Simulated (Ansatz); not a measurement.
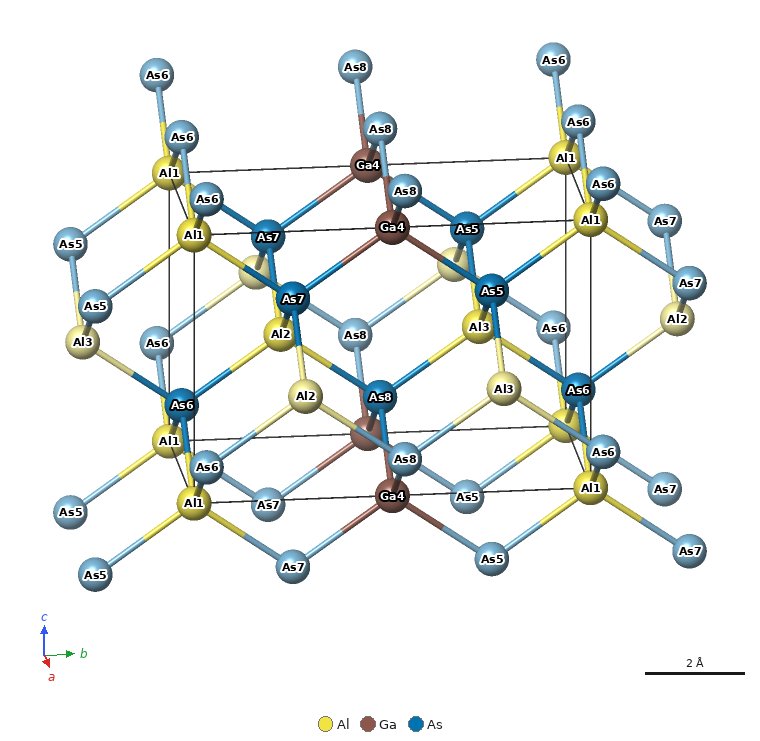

*The structure (ball-and-stick view of the cell of the calculation, seen at an oblique angle; neighbours outside the cell are drawn fainter; atoms are numbered from 1 in the order of the input).*

Near neighbours in the crystal (not all of them lie inside the picture): Al has 4 As at 2.48 Å; Ga has 4 As at 2.49 Å; As has 3 Al at 2.48 Å and 1 Ga at 2.49 Å; As has 4 Al at 2.48 Å; As has 2 Al at 2.48 Å and 2 Ga at 2.49 Å.

Band-structure calculation of Al3GaAs4

- system: Al3GaAs4 (Pmm2, 8 atoms in the cell)
- method: DFT PBE, scalar-relativistic, plane waves, PAW, no spin polarisation (Ansatz 0.2.0)

The structure was made by a generator, so it may or may not be a known phase. Figures and captions count atoms from 1; the log counts them from 0 in places.

The input:
```yaml
crystal:
  lattice:
    - [4.0552463059, 0.0, 0.0]
    - [0.0, 8.1095029535, 0.0]
    - [0.0, 0.0, 5.7294873586]
  atoms:
    - { symbol: Al, position: [0.0, 0.0, 0.0003476352] }
    - { symbol: Al, position: [0.5, 0.2497306264, 0.500011681] }
    - { symbol: Al, position: [0.5, 0.7502693736, 0.500011681] }
    - { symbol: Ga, position: [0.0, 0.5, -0.0001578652] }
    - { symbol: As, position: [0.0, 0.7507955095, 0.7491329432] }
    - { symbol: As, position: [0.5, 0.0, 0.2498818677] }
    - { symbol: As, position: [0.0, 0.2492044905, 0.7491329432] }
    - { symbol: As, position: [0.5, 0.5, 0.2516391141] }
basis:
  ecutwfc: 420
kpoints:
  mp_grid: { grid: [8, 4, 6] }
  band_path:
    path:
      - [[0.0, 0.0, 0.0], [0.5, 0.0, 0.0], [0.5, 0.5, 0.0], [0.0, 0.5, 0.0], [0.0, 0.0, 0.0], [0.0, 0.0, 0.5], [0.5, 0.0, 0.5], [0.5, 0.5, 0.5], [0.0, 0.5, 0.5], [0.0, 0.0, 0.5]]
      - [[0.5, 0.0, 0.0], [0.5, 0.0, 0.5]]
      - [[0.0, 0.5, 0.0], [0.0, 0.5, 0.5]]
      - [[0.5, 0.5, 0.0], [0.5, 0.5, 0.5]]
    npoints: 14
hamiltonian:
  xc: pbe
scf:
  occupations: { method: gaussian, width: 0.02 }
  n_extra_bands: 20
output:
  forces: true
  stress: true
  eigenvalues: true
  populations: true
  dos: { projected: true, de: 0.02, nscf_kmesh: { grid: [12, 6, 9] } }
  bader: true
  write_density: true
  write_potential: true
  elf: true
  volumetric_format: npy
```

Hardware: 1 thread of Arm Neoverse V2, 24 GiB of memory available, shared host.

Run as:
```bash
ansatz run input.yaml --threads 1 --pin off --max-ram 2560MiB --backend cpu --events-out ev --progress --plain --runs-dir out
```

What the program printed:
```
scf.n_extra_bands = 20 over 41 filled bands (N_el = 82.0): the run solves 61 bands
Engine: ansatz 0.2.0, aarch64-unknown-linux-gnu
Pseudopotentials: kind: paw
Pseudopotential: Al, paw, valence charge 3, recommended cutoff 420 eV (normal), Al.paw.azcp
Pseudopotential: Ga, paw, valence charge 13, recommended cutoff 420 eV (normal), Ga.paw.azcp
Pseudopotential: As, paw, valence charge 15, recommended cutoff 420 eV (normal), As.paw.azcp
Functional definition: PBE
  parameter kappa = 0.804
  parameter beta = 0.06672455060314922
  exchange = pbe_x(kappa = kappa, mu = beta*pi^2/3)
  correlation = pbe_c(beta = beta)
Crystal: 8 atoms, lattice volume = 188.420 Å³
Basis set: ecut = 420 eV, 3713 PW (Γ), exchange–correlation on 60×120×80 points (8 copies of the dense FFT grid, shifted against one another)
Bands: 61, of which v1, the nominal top of the filled ones, is band 41 counted from 1 (40 counted from 0)
Symmetry: 4 space group operations
Space group: Pmm2 (ITA 25), of the structure as read, at distance tolerance 5.7e-5 Å
k-points: 60 of 192 (time reversal used)
Non-local potential: Al, projectors of the file, l = 0: 2, l = 1: 2, l = 2: 1
Non-local potential: Ga, projectors of the file, l = 0: 2, l = 1: 2, l = 2: 3, l = 3: 1
Non-local potential: As, projectors of the file, l = 0: 2, l = 1: 2, l = 2: 3, l = 3: 1
PAW form: soft (Blöchl's): semilocal exchange-correlation on the pseudo side does not see the compensation charge
PAW one-centre angular grid: Al, 110 points (default); XC on 64 Gauss nodes
PAW one-centre angular grid: Ga, 590 points (default); XC on 64 Gauss nodes
PAW one-centre angular grid: As, 590 points (default); XC on 64 Gauss nodes
Initial density: superposition of atomic densities (neutral atoms: chi_scale 0, normalization atom), corrected by the library's trained network
Initial wavefunctions: pseudopotential atomic-orbital guess
Functional: x = pbe(κ = 0.804, μ = 0.2195149727645171), c = pbe(β = 0.06672455060314922)
SCF iter   1: F=—  HF=-24823.690542 eV  |F-HF|=—  |Δ(HF+E_count)|=         —  Δρ=1.79e-3  dr2=1.19e-2  ethr=1.77e-3  ⟨swp⟩=6.0  Hψ=15208  notcnv=0  defer=192
preconditioner: auto → Resta (q_TF=auto, 2.375 Å⁻¹)  ε∞=2.9  [insulator: Δε(μ)=1.291 eV  Ē_g=12.831 eV  σ=0.020 eV  W_gap=1.00  n_scr=44 (ndim 8)  ℏωp=17.5 eV  f_vac=0.025  D(μ)=0.00/eV (n_scr^D=0)  ε∞_Penn≈2.9]
SCF iter   2: F=—  HF=-24823.686773 eV  |F-HF|=—  |Δ(HF+E_count)|=   3.77e-3  Δρ=8.64e-4  dr2=2.49e-3  ethr=1.46e-5  ⟨swp⟩=2.0  Hψ=5864  notcnv=0  defer=856
SCF iter   3: F=—  HF=-24823.686672 eV  |F-HF|=—  |Δ(HF+E_count)|=   1.01e-4  Δρ=4.37e-4  dr2=3.77e-4  ethr=3.04e-6  ⟨swp⟩=2.0  Hψ=4378  notcnv=0  defer=856
SCF iter   4: F=—  HF=-24823.686492 eV  |F-HF|=—  |Δ(HF+E_count)|=   1.81e-4  Δρ=1.53e-4  dr2=6.90e-5  ethr=4.59e-7  ⟨swp⟩=2.0  Hψ=4064  notcnv=0  defer=856
SCF iter   5: F=—  HF=-24823.686632 eV  |F-HF|=—  |Δ(HF+E_count)|=   1.41e-4  Δρ=3.93e-5  dr2=3.93e-6  ethr=8.42e-8  ⟨swp⟩=3.0  Hψ=4980  notcnv=0  defer=856
SCF iter   6: F=—  HF=-24823.686637 eV  |F-HF|=—  |Δ(HF+E_count)|=   4.75e-6  Δρ=1.90e-5  dr2=8.57e-7  ethr=4.80e-9  ⟨swp⟩=2.0  Hψ=5264  notcnv=0  defer=856
SCF iter   7: F=-24823.686637 eV  HF=-24823.686637 eV  |F-HF|=1.42e-7  |Δ(HF+E_count)|=   1.09e-8  Δρ=6.04e-6  dr2=5.14e-8  ethr=1.22e-10  ⟨swp⟩=13.2  Hψ=27049  notcnv=0
SCF 1 converged in 7 iterations: F = -24823.686637 eV  dr2 = 5.14e-8
  greatest PAW one-centre occupation: 0.999 electrons in one spin orbital (limit 2), on the As atom at site 7 (counted from 0), in its partial waves of l = 2
NSCF: frozen V_eff on 172 k-points
NSCF: frozen V_eff on 140 k-points
SCF converged after 7 iterations
Free energy (F): -24823.686637 eV
Harris-Foulkes:  -24823.686637 eV  (|F-HF|=1.42e-7)
Internal energy: -24823.686637 eV  (E = F + TS)
E sigma→0 (E₀):  -24823.686637 eV
Fermi energy:    7.024494 eV
--- Per-component energies (eV) ---
  E_band       = -1154.058039
  E_kinetic    = 595.471088
  E_local      = -10914.352666  (includes V_loc(G=0)·N_el)
  E_nonlocal   = -2225.622725
  E_hartree    = 5674.100716
  E_xc         = -503.644526
  E_vxc        = -460.004001  (∫ρ·V_xc dr)
  E_paw        = -10733.866626  (= ΣΔE_a)
  E_vpaw       = 502.254705  (= ΣTr[D̂ρ^β])
  E_aug_tail   = -0.000092  (compensation charges beyond the density's cutoff)
  E_ewald      = -6715.771806
  E_smearing   = -0.000000  (= −TS)
  E_closure    = 0.000000  (closes the sum)
  Σ components = -24823.686637   (vs F -24823.686637, Δ=0.00e0)
--- Forces (eV/Å), atoms counted from 1 ---
  atom   1  Al     0.00000000     0.00000000     0.00041969
  atom   2  Al     0.00000000     0.00013054    -0.00010654
  atom   3  Al     0.00000000    -0.00013054    -0.00010654
  atom   4  Ga     0.00000000     0.00000000    -0.00025171
  atom   5  As     0.00000000    -0.00091401    -0.00063626
  atom   6  As     0.00000000     0.00000000    -0.00000610
  atom   7  As     0.00000000     0.00091401    -0.00063626
  atom   8  As     0.00000000     0.00000000     0.00133133
  max |Σ_I F_I| component: 7.61e-6 eV/Å
--- Stress (GPa, compression-positive) ---
       -0.003269       0.000000       0.000000
        0.000000      -0.003732       0.000000
        0.000000       0.000000       0.005663
  P = ⅓ Tr σ = -0.0004 GPa (-0.004 kbar)
--- Band table (eV; the first three rows and the last of 60) ---
  k-point 0: bands = ["-28.2539", "-28.2530", "-28.2322", "-28.2287", "-28.2216", "-28.1877", "-28.1872", "-28.1777", "-28.1767", "-28.1764", "-28.1762", "-28.1594", "-28.1593", "-28.1589", "-28.1587", "-28.1137", "-28.1133", "-28.1133", "-28.1048", "-28.1042", "-8.0814", "-8.0602", "-8.0332", "-7.9940", "-7.9857", "-5.4825", "-4.1933", "-4.1010", "-3.5136", "0.6517", "1.5666", "1.8537", "3.5087", "3.5295", "4.1740", "4.1776", "5.4129", "5.4466", "6.3599", "6.3718", "6.3746", "7.6744", "7.8940", "8.5442", "9.5324", "9.5970", "10.4789", "10.4810", "10.4814", "12.0124", "12.0316", "12.0994", "12.1520", "12.2563", "12.4793", "14.0292", "14.1826", "14.7493", "15.5293", "15.6109", "16.2914"]
  k-point 1: bands = ["-28.2539", "-28.2530", "-28.2322", "-28.2287", "-28.2216", "-28.1877", "-28.1872", "-28.1777", "-28.1767", "-28.1764", "-28.1762", "-28.1594", "-28.1593", "-28.1589", "-28.1587", "-28.1137", "-28.1133", "-28.1133", "-28.1048", "-28.1042", "-8.0819", "-8.0606", "-8.0333", "-7.9938", "-7.9857", "-5.3922", "-4.1764", "-4.0817", "-3.7215", "0.8454", "1.3964", "1.5077", "3.9948", "4.0529", "4.2711", "4.2762", "5.4276", "5.4639", "5.4838", "6.1214", "6.1272", "7.9545", "8.4646", "8.8317", "9.3519", "9.4594", "10.1624", "10.8548", "10.8611", "11.1563", "11.1860", "11.7153", "11.7359", "13.4502", "13.6420", "14.5626", "14.7564", "14.8231", "15.2824", "15.6214", "15.6685"]
  k-point 2: bands = ["-28.2539", "-28.2530", "-28.2322", "-28.2287", "-28.2216", "-28.1877", "-28.1872", "-28.1777", "-28.1767", "-28.1764", "-28.1762", "-28.1594", "-28.1593", "-28.1589", "-28.1587", "-28.1137", "-28.1133", "-28.1133", "-28.1048", "-28.1042", "-8.0828", "-8.0615", "-8.0334", "-7.9933", "-7.9857", "-5.1300", "-4.2251", "-4.1035", "-4.0419", "0.6876", "1.0527", "1.9366", "4.1949", "4.5553", "4.5583", "4.9685", "4.9735", "5.4578", "5.4637", "5.5811", "5.6279", "8.1558", "8.4597", "8.8252", "9.2975", "9.4981", "9.8868", "10.8663", "11.0249", "11.1517", "11.2560", "11.8027", "11.8099", "13.3902", "14.2122", "14.2218", "14.3122", "14.4183", "14.9586", "15.8382", "16.2554"]
  k-point 59: bands = ["-28.2542", "-28.2519", "-28.2325", "-28.2287", "-28.2215", "-28.1872", "-28.1871", "-28.1771", "-28.1770", "-28.1766", "-28.1766", "-28.1591", "-28.1591", "-28.1585", "-28.1584", "-28.1137", "-28.1133", "-28.1128", "-28.1045", "-28.1045", "-8.0867", "-8.0580", "-8.0377", "-7.9947", "-7.9861", "-3.8797", "-3.8261", "-3.7884", "-3.7326", "0.4106", "1.1434", "1.1466", "1.1648", "3.5455", "3.6795", "3.7185", "3.7234", "4.7806", "4.7968", "4.8301", "4.8531", "9.3739", "9.8628", "9.9022", "10.0906", "10.4817", "10.5428", "10.5904", "10.6414", "12.7491", "12.8045", "12.8167", "12.8563", "13.8013", "13.8315", "13.9443", "14.0445", "14.4716", "14.5001", "14.7420", "14.8454"]
--- Löwdin populations: 8 sites ---
  site symbol       q [e]
     0     Al      2.6120
     1     Al      2.6159
     2     Al      2.6159
     3     Ga     12.9239
     4     As     15.2597
     5     As     15.3409
     6     As     15.2597
     7     As     15.1785
  spilling = 0.002362 (of n_electrons = 82.000000)
--- Bader charges: 8 sites ---
  site symbol  charge [e]  shift [e]
     0     Al      1.9450     0.0013
     1     Al      1.9455     0.0011
     2     Al      1.9455     0.0011
     3     Ga      0.6921     0.0001
     4     As     -1.6328     0.0009
     5     As     -1.9453     0.0013
     6     As     -1.6328     0.0009
     7     As     -1.3172     0.0005
  estimated error of the sums over rays = 3.5e-4 e
```

File bader_charges.tsv:
```
# site	symbol	x_ang	y_ang	z_ang	partial_charge_e	electrons	volume_ang3	relative_density_drop	shared_charge_e	partial_wave_shift_e
# quadrature_error_electrons = 3.5e-4
0	Al	0.0000	0.0000	0.0020	1.94503	11.05497	8.54	-	1.94503	0.00129
1	Al	2.0276	2.0252	2.8648	1.94554	11.05446	8.53	-	1.94554	0.00115
2	Al	2.0276	6.0843	2.8648	1.94553	11.05447	8.53	-	1.94553	0.00115
3	Ga	0.0000	4.0548	-0.0009	0.69207	30.30793	17.69	-	0.69207	0.00006
4	As	0.0000	6.0886	4.2921	-1.63279	34.63279	36.29	-	-1.63279	0.00085
5	As	2.0276	0.0000	1.4317	-1.94534	34.94534	38.58	-	-1.94534	0.00128
6	As	0.0000	2.0209	4.2921	-1.63279	34.63279	36.29	-	-1.63279	0.00085
7	As	2.0276	4.0548	1.4418	-1.31724	34.31724	33.97	-	-1.31724	0.00052
```

File populations.tsv:
```
# site	symbol	l	j	q
# orbitals = lowdin
# n_electrons = 82.000000
# spilling = 0.002362
0	Al	0_3S	-	0.903646
0	Al	1_3P	-	1.708312
1	Al	0_3S	-	0.904673
1	Al	1_3P	-	1.711190
2	Al	0_3S	-	0.904673
2	Al	1_3P	-	1.711190
3	Ga	0_4S	-	1.139732
3	Ga	1_4P	-	1.794823
3	Ga	2_3D	-	9.989343
4	As	0_4S	-	1.477719
4	As	1_4P	-	3.785165
4	As	2_3D	-	9.996784
5	As	0_4S	-	1.475069
5	As	1_4P	-	3.869242
5	As	2_3D	-	9.996633
6	As	0_4S	-	1.477719
6	As	1_4P	-	3.785165
6	As	2_3D	-	9.996784
7	As	0_4S	-	1.480207
7	As	1_4P	-	3.701353
7	As	2_3D	-	9.996927
```

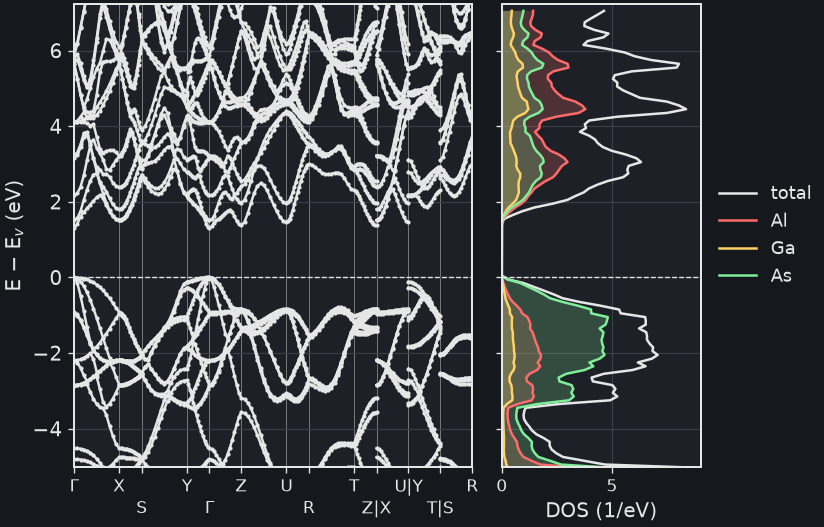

*Band structure along Γ–X–S–Y–Γ–Z–U–R–T–Z|X–U|Y–T|S–R and density of states (projected on Löwdin-orthogonalised atomic shells), with energies from the valence-band top.*

There is a gap of 1.30 eV on this path, direct, at Γ.

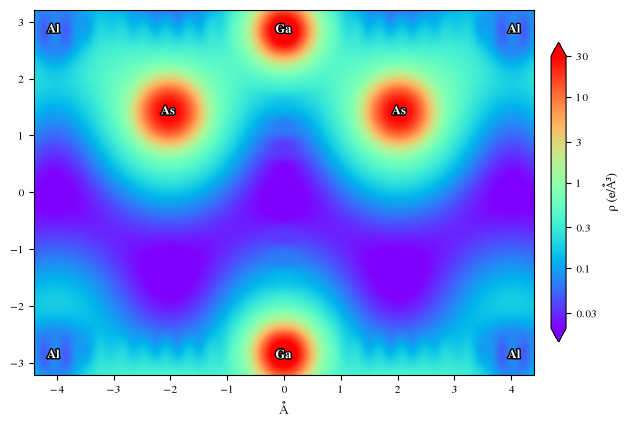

*Valence pseudo-density on the (100) plane of the conventional cell.*

Atoms in the plane: Al, Ga and As. Al–As (2.48 Å): ρ is about 0.46 e/Å³ halfway. Ga–As (2.49 Å): the density is about 0.46 e/Å³ at the midpoint. Away from the nuclei the density in this plane falls to 0.02 e/Å³ at its lowest. In a PAW calculation such maps are meaningful between the atoms, not at the nuclei.

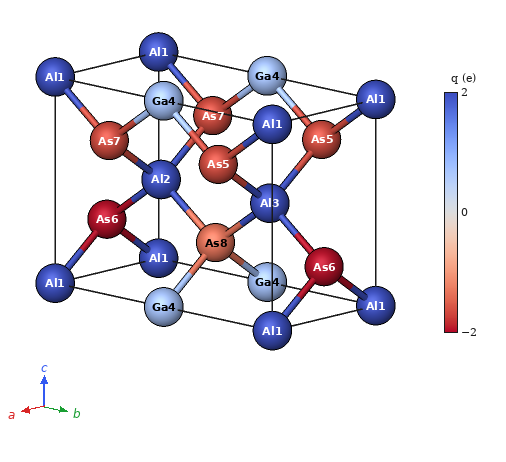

*Bader charges, as the colour of each atom (ball-and-stick view of the cell of the calculation, seen at an oblique angle; atoms are numbered from 1 in the order of the input).*

By element: Al +1.95, Ga +0.69 and As −1.95 to −1.32 e.

Results in brief:

- outcome: converged
- space group (tolerance 0.01 Å): Pmm2 (25)
- electrons treated: 82
- free energy: −24823.6866 eV
- Fermi energy: 7.024 eV
- gap on the k-point mesh: 1.30 eV
- gap on the band path: 1.30 eV
- pressure: 0.00 GPa
- largest force (length of the vector): 0.001 eV/Å
- wall time: 6.5 min
- peak memory: 1.3 GiB
